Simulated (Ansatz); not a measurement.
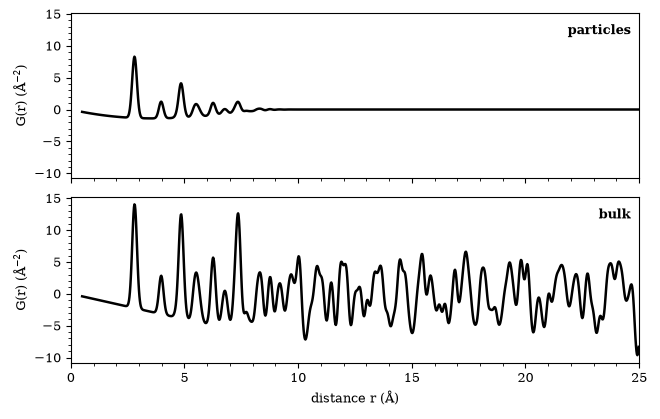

Simulated X-ray pair distribution function, G(r) = R(r)/r − 4πρ₀r, summed over the atomic distances of the structure with each pair weighted by the product of the atomic numbers (X-ray weights at Q = 0); every distance is a Gaussian of σ = 0.10 Å, for spherical particles of Pt with the bulk structure: the bulk G(r) is multiplied by the envelope of a sphere of diameter D, 1 − 3r/2D + r³/2D³, with no surface relaxation. The number density is 0.0637 atoms per Å³. Structure used: the end point of a relaxation with DFT, PBE, plane waves (420 eV) with PAW, scalar-relativistic in Ansatz 0.2.0; the starting structure was generated, so it need not be a known form of this composition.

Question: Estimate the particle diameter.

Answer: About 10 Å (1.0 nm): the signal is half of the bulk amplitude at r ≈ 3.5 Å and vanishes at r = D, fading from view somewhat earlier.

Question: Roughly how many atoms does one particle hold?

Answer: About 33 (number density 0.0637 Å⁻³ times πD³/6).
